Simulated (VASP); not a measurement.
**Run report: LiCl, geometry relaxation (part 1 of 2)**

LiCl (Fm-3m, 2 atoms in the cell), computed with DFT, plane waves, PAW, settings varied from a PBEsol run (VASP 6.6.1).

The structure was built on a prototype by a generator. Some settings of this run were made unusual or wrong on purpose. The geometry comes from this level: PBE.

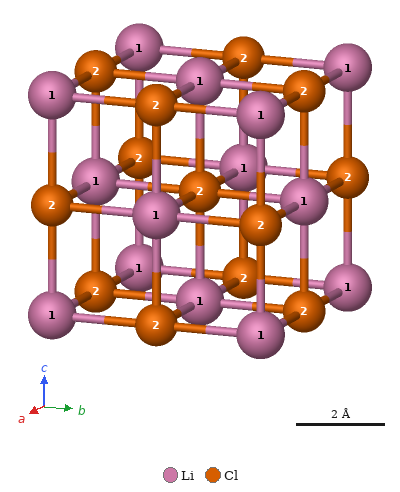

*The structure as given in the input (ball-and-stick view of the cell 4 times as large as that of the calculation, set on its symmetry axes, seen slightly off an axis; atoms are numbered from 1 in the order of the input).*

Near neighbours in the crystal (not all of them lie inside the picture): Li has 6 Cl at 2.57 Å; Cl has 6 Li at 2.57 Å.

### INCAR
```
SIGMA = 0.020000
EDIFF = 1.00e-07
EDIFFG = -5.00e-03
GGA = PS
IBRION = 2
ISIF = 3
ISMEAR = -1
NBANDS = 12
LASPH = .TRUE.
LCHARG = .FALSE.
LWAVE = .FALSE.
LREAL = .FALSE.
NELM = 90
NSW = 30
ENCUT = 180
PREC = Normal
```

### KPOINTS
```
KPOINTS created by Atomic Simulation Environment
0
Gamma
8 8 8
0 0 0
```

### POSCAR
```
Li Cl
 1.0000000000000000
     0.0000000000000000    2.5745971596289259    2.5745971596289259
     2.5745971596289259    0.0000000000000000    2.5745971596289259
     2.5745971596289259    2.5745971596289259    0.0000000000000000
 Li  Cl
   1   1
Cartesian
  0.0000000000000000 -0.0000000000000000 -0.0000000000000000
  2.5745971596289254  2.5745971596289254  2.5745971596289254
```

Command:
```bash
mpirun -np 1 vasp_std
```

### OSZICAR
```
N       E                     dE             d eps       ncg     rms          rms(c)
DAV:   1     0.769197846967E+01    0.76920E+01   -0.21392E+03   752   0.329E+02
DAV:   2    -0.134452092753E+02   -0.21137E+02   -0.20817E+02   856   0.913E+01
DAV:   3    -0.139959480854E+02   -0.55074E+00   -0.55052E+00   856   0.149E+01
DAV:   4    -0.139988176968E+02   -0.28696E-02   -0.28696E-02   792   0.119E+00
DAV:   5    -0.139988537626E+02   -0.36066E-04   -0.36066E-04   876   0.106E-01    0.141E+01
DAV:   6    -0.138339626830E+02    0.16489E+00   -0.85248E-02   748   0.176E+00    0.863E+00
DAV:   7    -0.138258452497E+02    0.81174E-02   -0.89277E-02   760   0.176E+00    0.421E-01
DAV:   8    -0.138243442062E+02    0.15010E-02   -0.12567E-02   780   0.621E-01    0.119E-01
DAV:   9    -0.138243156335E+02    0.28573E-04   -0.24829E-04   832   0.102E-01    0.694E-02
DAV:  10    -0.138242846532E+02    0.30980E-04   -0.75433E-05   804   0.474E-02    0.511E-02
DAV:  11    -0.138242949381E+02   -0.10285E-04   -0.12063E-05   808   0.203E-02    0.493E-03
DAV:  12    -0.138242926286E+02    0.23095E-05   -0.22522E-07   816   0.309E-03    0.578E-03
DAV:  13    -0.138242926600E+02   -0.31405E-07   -0.81811E-08   816   0.158E-03
   1 F= -.13824293E+02 E0= -.13824293E+02  d E =-.138243E+02
       N       E                     dE             d eps       ncg     rms          rms(c)
DAV:   1    -0.204620948768E+02   -0.66378E+01   -0.12243E+02   700   0.679E+01    0.235E+01
DAV:   2    -0.150011014780E+02    0.54610E+01   -0.77871E+00   728   0.154E+01    0.747E+00
DAV:   3    -0.143096067601E+02    0.69149E+00   -0.24718E+00   812   0.826E+00    0.934E+00
DAV:   4    -0.143477354388E+02   -0.38129E-01   -0.60560E-02   776   0.189E+00    0.125E+00
DAV:   5    -0.143382031349E+02    0.95323E-02   -0.31884E-02   780   0.958E-01    0.537E-01
DAV:   6    -0.143383253936E+02   -0.12226E-03   -0.11121E-03   832   0.220E-01    0.250E-01
DAV:   7    -0.143383619443E+02   -0.36551E-04   -0.38396E-05   812   0.383E-02    0.155E-01
DAV:   8    -0.143383475633E+02    0.14381E-04   -0.99120E-06   744   0.190E-02    0.385E-02
DAV:   9    -0.143383466625E+02    0.90083E-06   -0.97101E-07   804   0.605E-03    0.165E-02
DAV:  10    -0.143383471966E+02   -0.53412E-06   -0.24053E-07   744   0.291E-03    0.263E-03
DAV:  11    -0.143383470332E+02    0.16343E-06   -0.97111E-09   428   0.567E-04    0.943E-04
DAV:  12    -0.143383470281E+02    0.50100E-08   -0.48235E-10   412   0.173E-04
   2 F= -.14338347E+02 E0= -.14338347E+02  d E =-.514054E+00
       N       E                     dE             d eps       ncg     rms          rms(c)
DAV:   1    -0.149759936613E+02   -0.63765E+00   -0.91191E+00   720   0.171E+01    0.428E+00
DAV:   2    -0.145176232057E+02    0.45837E+00   -0.86574E-01   724   0.525E+00    0.179E+00
DAV:   3    -0.144599802994E+02    0.57643E-01   -0.23834E-01   808   0.251E+00    0.173E+00
DAV:   4    -0.144606260999E+02   -0.64580E-03   -0.55600E-03   752   0.523E-01    0.196E-01
DAV:   5    -0.144601414730E+02    0.48463E-03   -0.15923E-03   752   0.205E-01    0.381E-02
DAV:   6    -0.144601618503E+02   -0.20377E-04   -0.59205E-05   832   0.503E-02    0.530E-02
DAV:   7    -0.144601498430E+02    0.12007E-04   -0.46633E-06   816   0.118E-02    0.939E-03
DAV:   8    -0.144601501845E+02   -0.34148E-06   -0.41125E-07   764   0.364E-03    0.214E-03
DAV:   9    -0.144601502070E+02   -0.22483E-07   -0.59238E-09   420   0.490E-04
   3 F= -.14460150E+02 E0= -.14460150E+02  d E =-.635858E+00
       N       E                     dE             d eps       ncg     rms          rms(c)
DAV:   1    -0.144612099709E+02   -0.10598E-02   -0.22371E-02   716   0.856E-01    0.212E-01
DAV:   2    -0.144601594773E+02    0.10505E-02   -0.19913E-03   720   0.249E-01    0.928E-02
DAV:   3    -0.144599906136E+02    0.16886E-03   -0.56494E-04   796   0.122E-01    0.907E-02
DAV:   4    -0.144599497342E+02    0.40879E-04   -0.13930E-05   760   0.265E-02    0.168E-02
DAV:   5    -0.144599508715E+02   -0.11373E-05   -0.46465E-06   784   0.109E-02    0.216E-03
DAV:   6    -0.144599508806E+02   -0.90956E-08   -0.15747E-07   756   0.269E-03
   4 F= -.14459951E+02 E0= -.14459951E+02  d E =-.635658E+00
       N       E                     dE             d eps       ncg     rms          rms(c)
DAV:   1    -0.144599571496E+02   -0.62782E-05   -0.41056E-06   748   0.117E-02    0.348E-03
DAV:   2    -0.144599560254E+02    0.11243E-05   -0.41509E-07   728   0.356E-03    0.154E-03
DAV:   3    -0.144599564947E+02   -0.46934E-06   -0.11701E-07   392   0.178E-03    0.143E-03
DAV:   4    -0.144599570977E+02   -0.60295E-06   -0.49607E-09   384   0.509E-04    0.844E-04
DAV:   5    -0.144599570947E+02    0.29931E-08   -0.10855E-09   408   0.189E-04
   5 F= -.14459957E+02 E0= -.14459957E+02  d E =-.621410E-05
       N       E                     dE             d eps       ncg     rms          rms(c)
DAV:   1    -0.144599779833E+02   -0.20886E-04   -0.39987E-05   728   0.362E-02    0.898E-03
DAV:   2    -0.144599733632E+02    0.46201E-05   -0.35447E-06   728   0.105E-02    0.403E-03
DAV:   3    -0.144599746420E+02   -0.12788E-05   -0.10077E-06   824   0.515E-03    0.395E-03
DAV:   4    -0.144599765568E+02   -0.19148E-05   -0.24021E-08   400   0.112E-03    0.109E-03
DAV:   5    -0.144599764542E+02    0.10267E-06   -0.82563E-09   372   0.507E-04    0.839E-04
DAV:   6    -0.144599764502E+02    0.39912E-08   -0.57721E-10   388   0.187E-04
   6 F= -.14459976E+02 E0= -.14459976E+02  d E =-.255696E-04
       N       E                     dE             d eps       ncg     rms          rms(c)
DAV:   1    -0.144599766330E+02   -0.17885E-06   -0.32014E-09   372   0.327E-04    0.839E-04
DAV:   2    -0.144599766105E+02    0.22567E-07   -0.26660E-10   396   0.943E-05
   7 F= -.14459977E+02 E0= -.14459977E+02  d E =-.160271E-06
       N       E                     dE             d eps       ncg     rms          rms(c)
DAV:   1    -0.144599771130E+02   -0.47995E-06   -0.25155E-08   372   0.926E-04    0.865E-04
DAV:   2    -0.144599770475E+02    0.65461E-07   -0.27430E-09   392   0.309E-04
   8 F= -.14459977E+02 E0= -.14459977E+02  d E =-.597331E-06
       N       E                     dE             d eps       ncg     rms          rms(c)
DAV:   1    -0.144599780735E+02   -0.96050E-06   -0.93983E-08   372   0.180E-03    0.949E-04
DAV:   2    -0.144599779462E+02    0.12727E-06   -0.10804E-08   396   0.615E-04    0.867E-04
DAV:   3    -0.144599780522E+02   -0.10599E-06   -0.39814E-09   364   0.368E-04    0.871E-04
DAV:   4    -0.144599781009E+02   -0.48706E-07   -0.16283E-10   396   0.966E-05
   9 F= -.14459978E+02 E0= -.14459978E+02  d E =-.165072E-05
       N       E                     dE             d eps       ncg     rms          rms(c)
DAV:   1    -0.144599801108E+02   -0.20586E-05   -0.45449E-07   696   0.387E-03    0.127E-03
DAV:   2    -0.144599798045E+02    0.30628E-06   -0.39662E-08   384   0.113E-03    0.924E-04
DAV:   3    -0.144599799706E+02   -0.16604E-06   -0.13381E-08   380   0.662E-04    0.943E-04
DAV:   4    -0.144599801320E+02   -0.16137E-06   -0.57163E-10   388   0.174E-04    0.836E-04
DAV:   5    -0.144599801556E+02   -0.23677E-07   -0.17064E-10   380   0.747E-05
  10 F= -.14459980E+02 E0= -.14459980E+02  d E =-.370545E-05
       N       E                     dE             d eps       ncg     rms          rms(c)
DAV:   1    -0.144599840897E+02   -0.39578E-05   -0.18327E-06   724   0.775E-03    0.209E-03
DAV:   2    -0.144599834345E+02    0.65518E-06   -0.15889E-07   412   0.225E-03    0.115E-03
DAV:   3    -0.144599837619E+02   -0.32740E-06   -0.53587E-08   380   0.132E-03    0.121E-03
DAV:   4    -0.144599840837E+02   -0.32176E-06   -0.22805E-09   396   0.347E-04    0.838E-04
DAV:   5    -0.144599841326E+02   -0.48940E-07   -0.68036E-10   372   0.149E-04
  11 F= -.14459984E+02 E0= -.14459984E+02  d E =-.768245E-05
       N       E                     dE             d eps       ncg     rms          rms(c)
DAV:   1    -0.144599920676E+02   -0.79839E-05   -0.73314E-06   736   0.155E-02    0.392E-03
DAV:   2    -0.144599905758E+02    0.14918E-05   -0.65055E-07   740   0.450E-03    0.188E-03
DAV:   3    -0.144599911824E+02   -0.60660E-06   -0.18130E-07   460   0.221E-03    0.178E-03
DAV:   4    -0.144599920014E+02   -0.81897E-06   -0.79604E-09   388   0.651E-04    0.858E-04
DAV:   5    -0.144599919690E+02    0.32401E-07   -0.17409E-09   380   0.242E-04
  12 F= -.14459992E+02 E0= -.14459992E+02  d E =-.155188E-04
       N       E                     dE             d eps       ncg     rms          rms(c)
DAV:   1    -0.144600080884E+02   -0.16087E-04   -0.29360E-05   720   0.310E-02    0.770E-03
DAV:   2    -0.144600043765E+02    0.37118E-05   -0.26005E-06   740   0.900E-03    0.349E-03
DAV:   3    -0.144600055021E+02   -0.11255E-05   -0.73972E-07   812   0.441E-03    0.341E-03
DAV:   4    -0.144600071420E+02   -0.16399E-05   -0.17662E-08   380   0.960E-04    0.103E-03
DAV:   5    -0.144600070538E+02    0.88221E-07   -0.60699E-09   396   0.435E-04
  13 F= -.14460007E+02 E0= -.14460007E+02  d E =-.306036E-04
       N       E                     dE             d eps       ncg     rms          rms(c)
DAV:   1    -0.144600403995E+02   -0.33257E-04   -0.11737E-04   716   0.621E-02    0.153E-02
DAV:   2    -0.144600300537E+02    0.10346E-04   -0.10405E-05   740   0.180E-02    0.680E-03
DAV:   3    -0.144600319488E+02   -0.18952E-05   -0.29603E-06   804   0.883E-03    0.666E-03
DAV:   4    -0.144600352332E+02   -0.32844E-05   -0.71643E-08   576   0.192E-03    0.147E-03
DAV:   5    -0.144600350501E+02    0.18317E-06   -0.24357E-08   380   0.841E-04    0.843E-04
DAV:   6    -0.144600350441E+02    0.59267E-08   -0.14543E-09   380   0.292E-04
  14 F= -.14460035E+02 E0= -.14460035E+02  d E =-.585940E-04
       N       E                     dE             d eps       ncg     rms          rms(c)
DAV:   1    -0.144601060847E+02   -0.71035E-04   -0.47072E-04   712   0.124E-01    0.308E-02
DAV:   2    -0.144600736926E+02    0.32392E-04   -0.41654E-05   732   0.360E-02    0.135E-02
DAV:   3    -0.144600760666E+02   -0.23740E-05   -0.11854E-05   808   0.177E-02    0.132E-02
DAV:   4    -0.144600826500E+02   -0.65834E-05   -0.29184E-07   768   0.384E-03    0.258E-03
DAV:   5    -0.144600822717E+02    0.37822E-06   -0.95928E-08   404   0.159E-03    0.872E-04
DAV:   6    -0.144600822681E+02    0.36071E-08   -0.47743E-09   376   0.513E-04
  15 F= -.14460082E+02 E0= -.14460082E+02  d E =-.105818E-03
       N       E                     dE             d eps       ncg     rms          rms(c)
DAV:   1    -0.144602415861E+02   -0.15931E-03   -0.18849E-03   712   0.249E-01    0.616E-02
DAV:   2    -0.144601300802E+02    0.11151E-03   -0.16653E-04   724   0.721E-02    0.269E-02
DAV:   3    -0.144601292016E+02    0.87858E-06   -0.47460E-05   816   0.354E-02    0.264E-02
DAV:   4    -0.144601424849E+02   -0.13283E-04   -0.11675E-06   752   0.767E-03    0.493E-03
DAV:   5    -0.144601416881E+02    0.79682E-06   -0.38999E-07   768   0.317E-03    0.101E-03
DAV:   6    -0.144601417001E+02   -0.11969E-07   -0.12720E-08   372   0.782E-04
  16 F= -.14460142E+02 E0= -.14460142E+02  d E =-.165250E-03
```

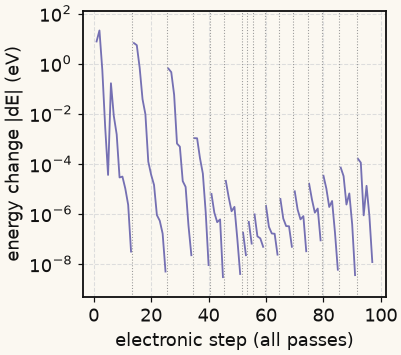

*Convergence of the self-consistent field: energy change |dE| against the electronic step. Each stretch between dotted lines is the SCF of one geometry step of a relaxation.*

The 16 ionic steps take 2 to 13 electronic steps each. The density is held fixed in the first few steps, and dE rises again when its update begins.

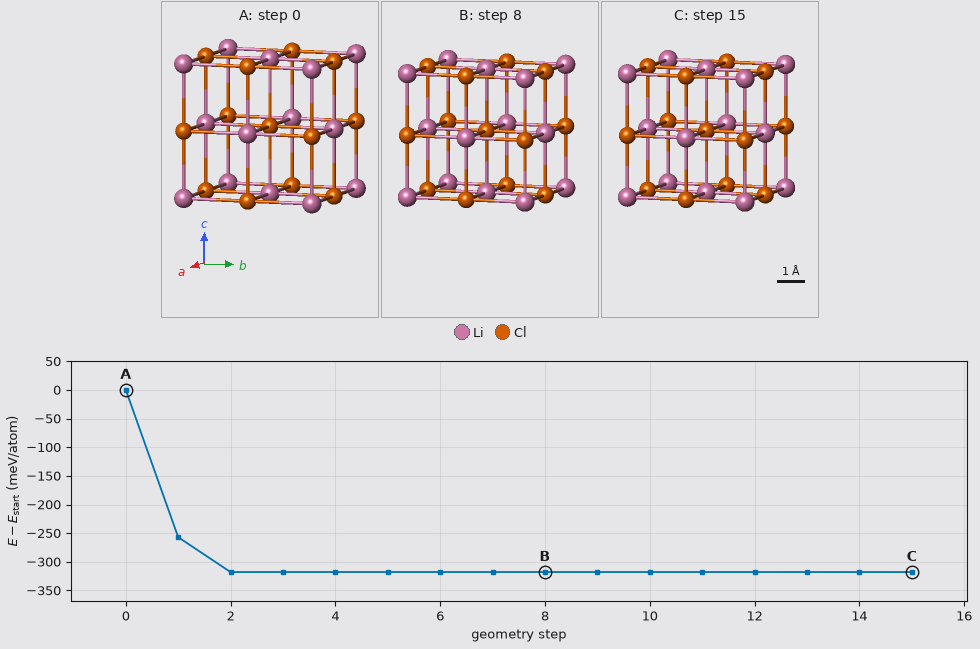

*Frames of the relaxation (ball-and-stick view of the cell 4 times as large as that of the calculation, set on its symmetry axes, seen slightly off an axis) above the curves, on which the letters mark them (steps are counted from 0).*

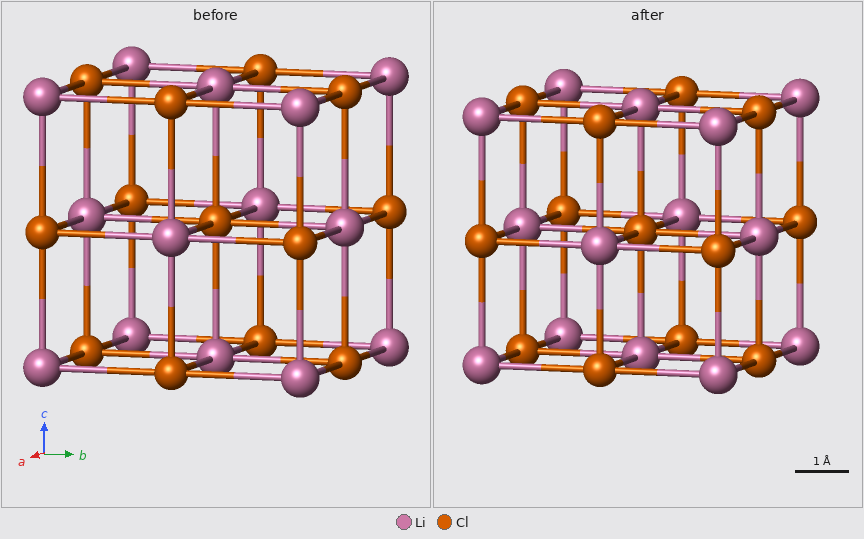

*Before (left) and after (right) the relaxation, at one scale (ball-and-stick view of the cell 4 times as large as that of the calculation, set on its symmetry axes, seen slightly off an axis).*

The atoms keep their places relative to the cell (all moves are under 0.005 Å). The drawn cell changes as follows: a = b = c 5.149 → 4.722 Å (−8.3 %); the volume changes by −22.9 %. Distances before and after: Li1–Cl2 2.575 → 2.361 Å. The space group stays Fm-3m (No. 225). Over 15 geometry steps the energy falls by 318 meV per atom. All forces vanish by symmetry, so only the cell relaxes. (Atoms are counted from 1 in the order of the input.)
